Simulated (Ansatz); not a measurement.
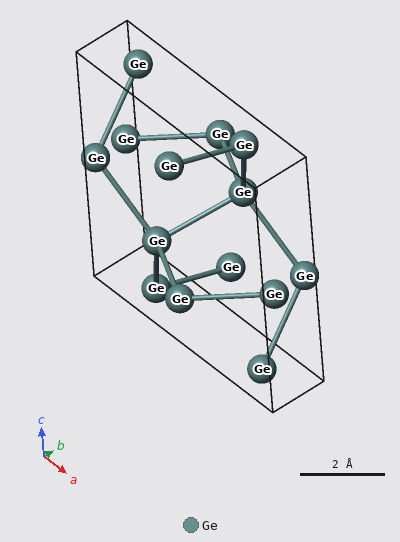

*The structure as given in the input (ball-and-stick view of the cell of the calculation, seen slightly off an axis).*

Ge: single-point calculation

System: Ge (P-1, 8 atoms in the cell).
Method: DFT LDA, scalar-relativistic, plane waves, PAW, PAW set soft_1, no spin polarisation (Ansatz 0.2.0).

The structure derives from a Materials Project entry. Figures and captions count atoms from 1; the log counts them from 0 in places.

## Log
```
Warning: [file] the record states the generating functional pbe (its physics header spells it `PBE`), which answers neither for hamiltonian.xc's functional nor for the lda family's — results may be inconsistent (PPs are generated against a specific XC)
Engine: ansatz 0.2.0, aarch64-unknown-linux-gnu
Pseudopotentials: kind: paw
Pseudopotential: Ge, paw, valence charge 14, recommended cutoff 420 eV (normal), [file]
Functional definition: SPW92
  exchange = slater_x
  correlation = pw_c
Crystal: 8 atoms, lattice volume = 162.411 Å³
Basis set: ecut = 420 eV, 3159 PW (Γ)
Bands: 68, of which v1, the nominal top of the filled ones, is band 56 counted from 1 (55 counted from 0)
Symmetry: 2 space group operations
Space group: P-1 (ITA 2), of the structure as read, at distance tolerance 5.5e-5 Å
k-points: 260 of 512
Non-local potential: Ge, projectors of the file, l = 0: 2, l = 1: 2, l = 2: 3, l = 3: 1
PAW form: soft (Blöchl's): semilocal exchange-correlation on the pseudo side does not see the compensation charge
PAW frozen core: Ge, regenerated for the run's functional, and the local potential with it (the file was generated under x = pbe(κ = 0.804, μ = 0.2195149727645171), c = pbe(β = 0.06672455060314922))
PAW one-centre angular grid: Ge, 590 points (default); XC on 64 Gauss nodes
Initial density: superposition of atomic densities (chi_scale 0.1, normalization cell)
Initial wavefunctions: pseudopotential atomic-orbital guess
Functional: x = slater, c = lda
SCF iter   1: F=—  HF=-33725.189543 eV  |F-HF|=—  |Δ(HF+E_count)|=         —  Δρ=3.33e-2  dr2=1.53e0  ethr=3.10e-3  ⟨swp⟩=5.9  Hψ=63300  notcnv=0
preconditioner: auto → Kerker (q_TF=auto, 2.564 Å⁻¹)  [metal: Δε(μ)=0.028 eV  Ē_g=22.516 eV  σ=0.150 eV  W_gap=0.11  n_scr=46 (ndim 8)  ℏωp=30.8 eV  f_vac=0.000  D(μ)=1.17/eV (n_scr^D=0)]
SCF iter   2: F=—  HF=-33724.999711 eV  |F-HF|=—  |Δ(HF+E_count)|=   1.90e-1  Δρ=2.13e-2  dr2=6.89e-1  ethr=1.37e-3  ⟨swp⟩=2.0  Hψ=22257  notcnv=0  defer=1003
SCF iter   3: F=—  HF=-33724.838154 eV  |F-HF|=—  |Δ(HF+E_count)|=   1.62e-1  Δρ=2.88e-3  dr2=1.89e-2  ethr=6.15e-4  ⟨swp⟩=2.0  Hψ=22784  notcnv=0  defer=1003
SCF iter   4: F=—  HF=-33724.830638 eV  |F-HF|=—  |Δ(HF+E_count)|=   7.52e-3  Δρ=1.85e-3  dr2=6.86e-3  ethr=1.69e-5  ⟨swp⟩=2.0  Hψ=27437  notcnv=0  defer=1007
SCF iter   5: F=—  HF=-33724.829429 eV  |F-HF|=—  |Δ(HF+E_count)|=   1.21e-3  Δρ=4.91e-4  dr2=4.28e-4  ethr=6.12e-6  ⟨swp⟩=2.0  Hψ=31158  notcnv=0  defer=1007
SCF iter   6: F=—  HF=-33724.829428 eV  |F-HF|=—  |Δ(HF+E_count)|=   7.75e-7  Δρ=9.36e-5  dr2=1.72e-5  ethr=3.82e-7  ⟨swp⟩=3.0  Hψ=32687  notcnv=0  defer=1007
SCF iter   7: F=—  HF=-33724.829458 eV  |F-HF|=—  |Δ(HF+E_count)|=   3.00e-5  Δρ=2.75e-5  dr2=1.28e-6  ethr=1.54e-8  ⟨swp⟩=2.0  Hψ=31687  notcnv=0  defer=1038
SCF iter   8: F=—  HF=-33724.829457 eV  |F-HF|=—  |Δ(HF+E_count)|=   1.31e-6  Δρ=1.34e-5  dr2=4.37e-7  ethr=1.14e-9  ⟨swp⟩=2.0  Hψ=31191  notcnv=0  defer=1039
SCF iter   9: F=-33724.829457 eV  HF=-33724.829457 eV  |F-HF|=4.19e-8  |Δ(HF+E_count)|=   4.61e-8  Δρ=4.61e-6  dr2=8.71e-8  ethr=8.93e-11  ⟨swp⟩=11.8  Hψ=129219  notcnv=0
SCF 1 converged in 9 iterations: F = -33724.829457 eV  dr2 = 8.71e-8
  greatest PAW one-centre occupation: 0.998 electrons in one spin orbital (limit 2), on the Ge atom at site 7 (counted from 0), in its partial waves of l = 2
```

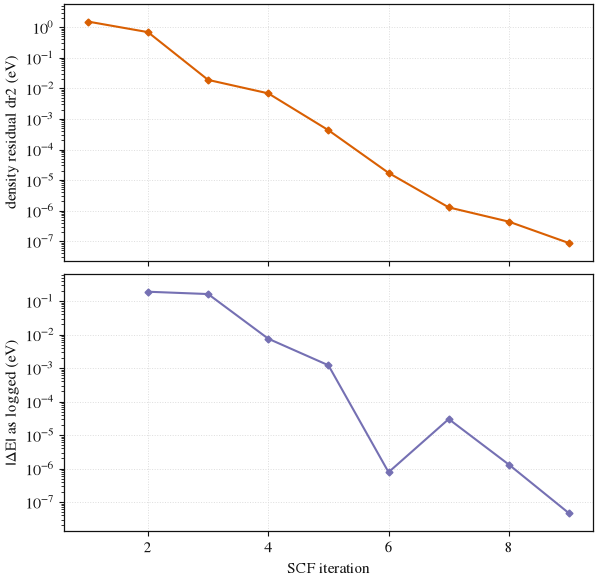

*Convergence of the self-consistent field: density residual dr2 and size of the energy change against the SCF iteration.*

The residual falls at every step.

```
SCF converged after 9 iterations
Free energy (F): -33724.829457 eV
Harris-Foulkes:  -33724.829457 eV  (|F-HF|=4.19e-8)
Internal energy: -33724.814722 eV  (E = F + TS)
E sigma→0 (E₀):  -33724.822089 eV
Entropy (-TS):   -0.014734 eV (-1.842 meV/atom)
Fermi energy:    9.587496 eV
--- Per-component energies (eV) ---
  E_band       = -1092.505787
  E_kinetic    = 748.289599
  E_local      = -16806.545691  (includes V_loc(G=0)·N_el)
  E_nonlocal   = 1763.663569
  E_hartree    = 8041.567250
  E_xc         = -573.900216
  E_vxc        = -528.149464  (∫ρ·V_xc dr)
  E_paw        = -15470.853583  (= ΣΔE_a)
  E_vpaw       = -2352.901343  (= ΣTr[D̂ρ^β])
  E_aug_tail   = 0.000124  (compensation charges beyond the density's cutoff)
  E_ewald      = -11442.302387
  E_core_change = 15.266612  (= ΣΔE_core)
  E_smearing   = -0.014734  (= −TS)
  E_closure    = -0.000000  (closes the sum)
  Σ components = -33724.829457   (vs F -33724.829457, Δ=0.00e0)
--- Forces (eV/Å), atoms counted from 1 ---
  atom   1  Ge     0.08026179     0.24194911    -0.19845290
  atom   2  Ge     0.04914441    -0.09566110     0.13695312
  atom   3  Ge     0.02346524    -0.11418532    -0.14137840
  atom   4  Ge     0.14497599     0.26264795     0.23204441
  atom   5  Ge    -0.08026179    -0.24194911     0.19845290
  atom   6  Ge    -0.04914441     0.09566110    -0.13695312
  atom   7  Ge    -0.02346524     0.11418532     0.14137840
  atom   8  Ge    -0.14497599    -0.26264795    -0.23204441
  max |Σ_I F_I| component: 2.78e-17 eV/Å
--- Stress (GPa, compression-positive) ---
        0.104947       0.023774       1.929970
        0.023774       0.135818       1.929647
        1.929970       1.929647       0.221099
  P = ⅓ Tr σ = 0.1540 GPa (1.540 kbar)
--- Band table (eV; the first three rows and the last of 260) ---
  k-point 0: bands = ["-15.4290", "-15.4078", "-15.4058", "-15.3958", "-15.3952", "-15.3949", "-15.3888", "-15.3878", "-15.3472", "-15.3469", "-15.3441", "-15.2838", "-15.2808", "-15.2712", "-15.2536", "-15.2447", "-15.2336", "-15.2327", "-15.2288", "-15.2190", "-15.2026", "-15.1956", "-15.1872", "-15.1856", "-15.1803", "-15.1790", "-15.1490", "-15.1474", "-15.1359", "-15.1320", "-15.1287", "-15.1237", "-15.1178", "-15.1137", "-15.1021", "-15.1019", "-15.0898", "-15.0347", "-15.0328", "-15.0322", "-3.6075", "0.1333", "0.5770", "0.7395", "0.8974", "2.5462", "2.5470", "2.5724", "4.9163", "4.9181", "5.8208", "5.8407", "5.8562", "8.2268", "8.2326", "8.7698", "11.2108", "11.2358", "11.2761", "13.3057", "13.5262", "13.7572", "14.2702", "14.5465", "14.7833", "16.3273", "16.4226", "16.5319"]
  k-point 1: bands = ["-15.4281", "-15.4102", "-15.4062", "-15.3955", "-15.3936", "-15.3925", "-15.3867", "-15.3839", "-15.3466", "-15.3444", "-15.3396", "-15.2889", "-15.2833", "-15.2791", "-15.2549", "-15.2478", "-15.2350", "-15.2300", "-15.2272", "-15.2219", "-15.2065", "-15.2022", "-15.1966", "-15.1819", "-15.1781", "-15.1616", "-15.1528", "-15.1500", "-15.1430", "-15.1319", "-15.1273", "-15.1228", "-15.1119", "-15.1098", "-15.1027", "-15.0985", "-15.0871", "-15.0364", "-15.0336", "-15.0333", "-3.5168", "-0.0686", "0.4045", "0.5032", "0.9360", "2.4430", "2.7397", "2.8705", "4.7917", "5.0679", "6.0686", "6.1834", "6.3003", "7.7880", "7.9832", "8.6019", "11.1676", "11.6785", "11.7777", "12.7484", "12.7846", "13.1887", "14.2705", "14.7342", "14.9063", "15.5995", "15.7596", "15.9278"]
  k-point 2: bands = ["-15.4258", "-15.4132", "-15.4077", "-15.3933", "-15.3906", "-15.3874", "-15.3813", "-15.3729", "-15.3481", "-15.3399", "-15.3273", "-15.2985", "-15.2903", "-15.2874", "-15.2719", "-15.2504", "-15.2434", "-15.2339", "-15.2261", "-15.2197", "-15.2132", "-15.2038", "-15.1996", "-15.1796", "-15.1700", "-15.1653", "-15.1586", "-15.1490", "-15.1421", "-15.1340", "-15.1301", "-15.1173", "-15.1048", "-15.1013", "-15.0985", "-15.0926", "-15.0814", "-15.0409", "-15.0368", "-15.0351", "-3.2462", "-0.6512", "-0.0174", "0.2019", "1.1502", "2.1736", "3.1024", "3.5268", "4.7286", "5.5513", "6.4401", "6.8975", "7.0850", "7.3611", "7.4170", "8.6437", "10.4993", "11.0936", "12.0723", "12.5042", "12.6733", "13.1012", "13.5271", "13.6996", "14.8917", "15.1596", "15.2301", "16.2095"]
  k-point 259: bands = ["-15.4309", "-15.4162", "-15.4106", "-15.3692", "-15.3663", "-15.3646", "-15.3592", "-15.3585", "-15.3494", "-15.3098", "-15.3087", "-15.3055", "-15.2972", "-15.2912", "-15.2888", "-15.2755", "-15.2681", "-15.2662", "-15.2408", "-15.2370", "-15.2285", "-15.2090", "-15.2027", "-15.2020", "-15.1971", "-15.1872", "-15.1596", "-15.1585", "-15.1567", "-15.1164", "-15.1099", "-15.1021", "-15.0824", "-15.0775", "-15.0661", "-15.0648", "-15.0632", "-15.0596", "-15.0530", "-15.0527", "-1.3981", "-1.3952", "-1.3898", "0.0774", "0.1621", "0.2386", "3.6457", "5.8840", "5.9978", "6.1113", "7.0253", "7.1062", "7.2007", "8.0013", "10.0140", "10.0506", "10.0980", "11.0722", "12.0422", "12.3157", "12.4607", "12.6467", "12.8951", "12.8996", "12.9689", "13.6068", "13.6619", "13.7110"]
```

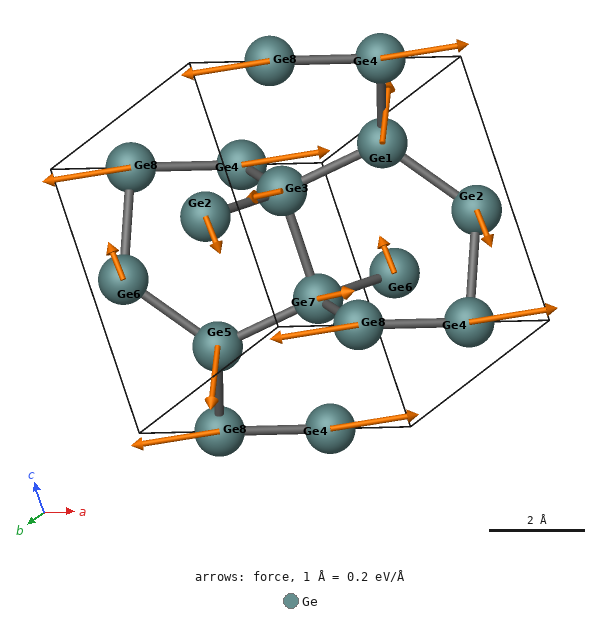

*Forces on the atoms as orange arrows (ball-and-stick view of the cell of the calculation, set on other vectors, seen at an oblique angle; atoms are numbered from 1 in the order of the input).*

The largest act on Ge4, Ge8 (0.38 eV/Å); Ge1, Ge5 (0.32 eV/Å); Ge3, Ge7 (0.18 eV/Å); Ge2, Ge6 (0.17 eV/Å). The geometry is not a stationary point of this energy.

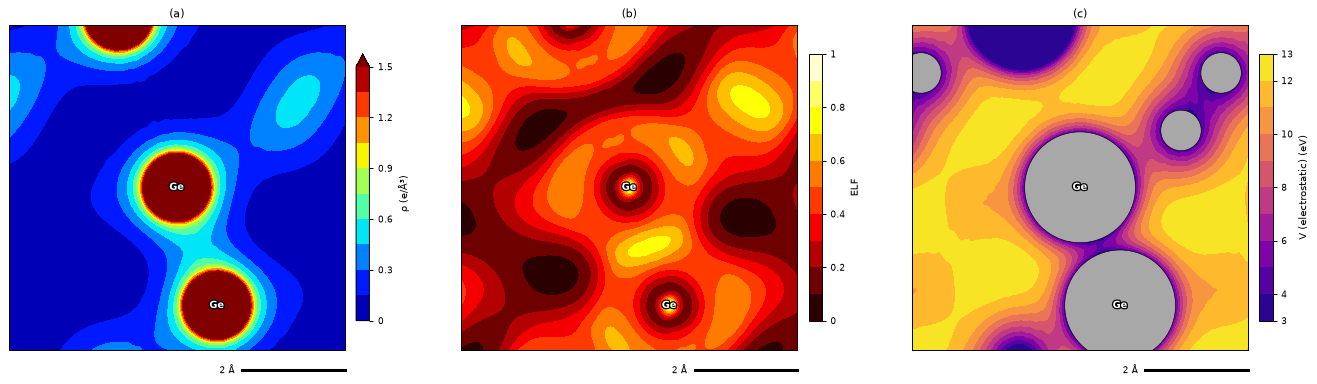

*(a) valence pseudo-density; (b) electron localisation function; (c) electrostatic potential energy of an electron on the (001) plane of the conventional cell. Grey discs, where drawn, cover atomic cores.*

The section cuts through Ge sites. Ge–Ge (2.43 Å): ρ at the midpoint is about 0.5 e/Å³; the ELF peaks at about 0.75 between the atoms (localised, shared-pair bonding). Away from the nuclei the density in this plane falls to 0.05 e/Å³ at its lowest. The strong features right at Ge lie inside the PAW spheres (semicore, d or f shells) and say nothing about bonding. Outside the cores the potential energy rises away from the atoms and is highest about 2.0 Å from the nearest atoms; outside the discs it spans about 10 eV, and its zero is arbitrary. In a PAW calculation such maps are meaningful between the atoms, not at the nuclei.

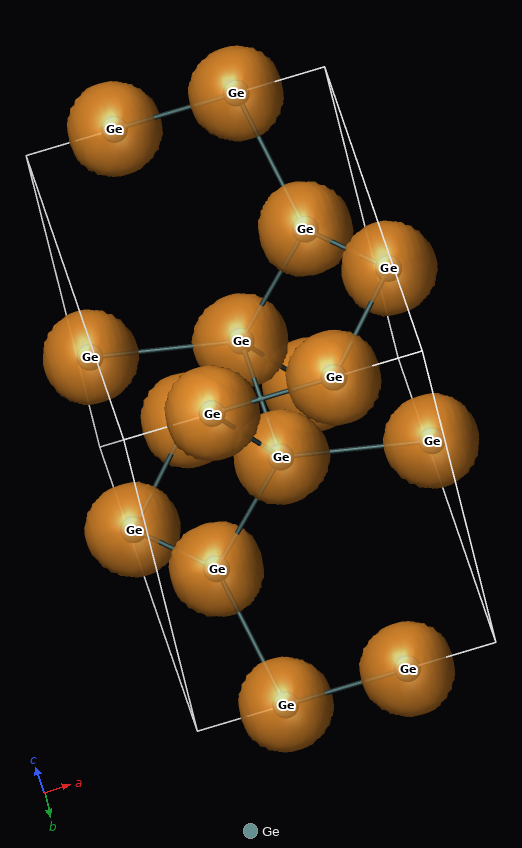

*Isosurface of the valence pseudo-density at 0.8 e/Å³ (orange), seen at an oblique angle. Sticks mark near contacts. The outline is the cell set on symmetry axes.*

At this value the density breaks into separate islands; it holds about 70 % of the electrons treated as valence (semicore included). It is pinched off along the Ge–Ge (2.39 Å), Ge–Ge (2.43 Å) and Ge–Ge (2.47 Å) contacts. On the grid the lowest density along these lines, outside the cores, is 0.54 e/Å³ (Ge–Ge, 2.39 Å), 0.5 e/Å³ (Ge–Ge, 2.43 Å) and 0.47 e/Å³ (Ge–Ge, 2.47 Å).

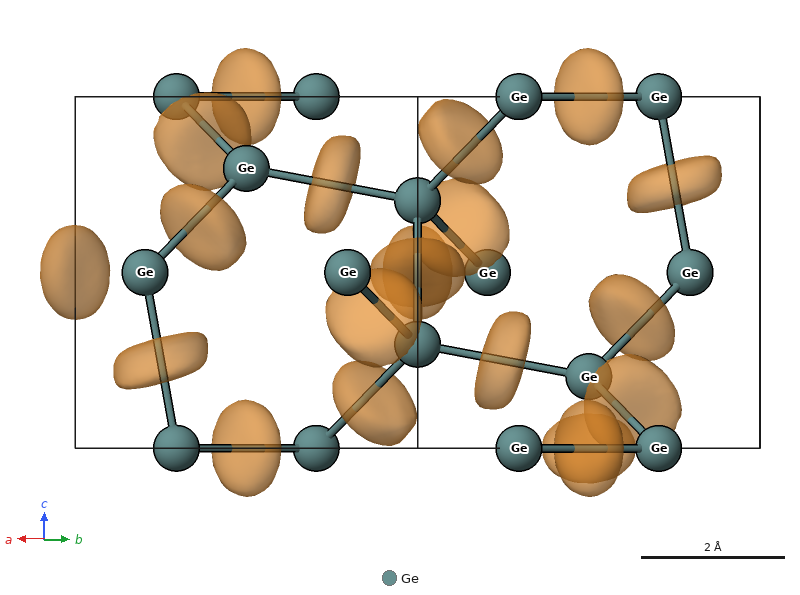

*Isosurface of the ELF at 0.6 (orange), seen along [110]. Core shells and regions of very low density are left out. Sticks mark near contacts. The outline is the cell set on symmetry axes.*

The ELF exceeds this value in 16 regions between bonded Ge–Ge atoms (shared pairs), counted in one cell of 8 atoms.  Values along the shortest contacts: Ge–Ge (2.39 Å): the ELF peaks at about 0.75 between the atoms (a shared electron pair).

This output came from the following input.

## Input
```yaml
crystal:
  lattice:
    - [-3.4833464005, 3.3915663157, 3.4374563581]
    - [3.3915663157, -3.4833464005, 3.4374563581]
    - [3.4833464005, 3.4833464005, -3.5292364429]
  atoms:
    - { symbol: Ge, position: [0.5, 0.0, 0.7958727303] }
    - { symbol: Ge, position: [0.7958727303, 0.5, 0.0] }
    - { symbol: Ge, position: [0.0, 0.7958727303, 0.5] }
    - { symbol: Ge, position: [0.7041272697, 0.7041272697, 0.7041272697] }
    - { symbol: Ge, position: [0.5, 0.0, 0.2041272697] }
    - { symbol: Ge, position: [0.2041272697, 0.5, 0.0] }
    - { symbol: Ge, position: [0.0, 0.2041272697, 0.5] }
    - { symbol: Ge, position: [0.2958727303, 0.2958727303, 0.2958727303] }
basis:
  ecutwfc: 420
kpoints:
  mp_grid: { grid: [8, 8, 8] }
hamiltonian:
  xc: lda
  pseudopotentials: { kind: paw, azcp: { folder: soft_1 } }
scf:
  occupations: { method: gaussian, width: 0.15 }
output:
  forces: true
  stress: true
  eigenvalues: true
  write_density: true
  write_potential: true
  elf: true
  volumetric_format: npy
```

Run as:
```bash
ansatz run input.yaml --threads 4 --pin off --max-ram 8192MiB --backend cpu --events-out ev --progress --plain --runs-dir out
```

## Summary

| quantity | value |
| --- | --- |
| outcome | converged |
| space group (tolerance 0.01 Å) | P-1 (2) |
| electrons treated | 112 |
| free energy | −33724.8295 eV |
| Fermi energy | 9.587 eV |
| gap on the k-point mesh | none (metallic) |
| pressure | 0.15 GPa |
| largest force (length of the vector) | 0.379 eV/Å |
| hardware | 4 threads of Arm Neoverse V1, 24 GiB of memory available, shared host |
| wall time | 69 s (CPU time 4.5 min) |
| peak memory | 1.9 GiB |

## Notes

Warnings of the run: the PAW datasets were made with another functional.
